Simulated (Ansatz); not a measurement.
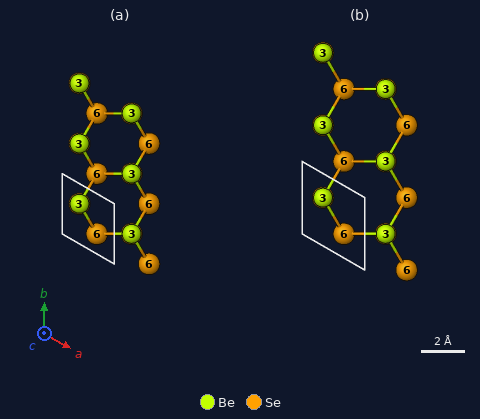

The structure of crystalline Be$_{2}$Se (built on the 2H molybdenite_194 type) (coarse preliminary run) before (left) and after (right) a relaxation, at one scale.

The picture is a ball-and-stick view of the cell of the calculation, repeated 2 × 3 × 1 with one cell outlined, seen along the c axis.

Case: 2H molybdenite type (P6_3/mmc, No. 194).

Method: DFT PBE, scalar-relativistic, plane waves, PAW (Ansatz 0.2.0). Settings: plane-wave cutoff 420 eV; k-point mesh 6 × 6 × 2; occupations gaussian; smearing width 0.1 eV; no spin polarisation; cell and atoms relaxed; force threshold 0.04 eV/Å; at most 70 steps.

> Describe what moved and what it gained.

The energy falls by 882 meV per atom in 10 accepted moves (12 points after the start). The largest force component goes from 2.1 to 0.0018 eV/Å. Pressure: 31.03 GPa at the start and 0.05 GPa at the end. At 2 points the geometry stayed and the basis and grid were re-selected for the new cell (energy shift of 4.4 meV per atom at most each time). The largest moves relative to the cell, 0.38 Å, are those of Be atoms. Se stays in place. Cell: a = b 2.845 → 3.422 Å (+20.3 %), c 11.066 → 8.303 Å (−25.0 %). Volume +8.5 %. Near-neighbour distances that change, for instance: Be–Se 4.177 → 2.754 Å, Se–Se 2.845 → 3.422 Å, Be–Se 2.130 → 2.420 Å. Among the angles between lasting bonds that change: Be–Se–Be 79.1° → 70.6°, Se–Be–Se 83.8° → 90.0°, Be–Se–Be 83.8° → 90.0°. The space group stays P6_3/mmc (No. 194). Cost: 31 s on 1 thread of Arm Neoverse V1, with other jobs on the host, peak memory 0.35 GiB.
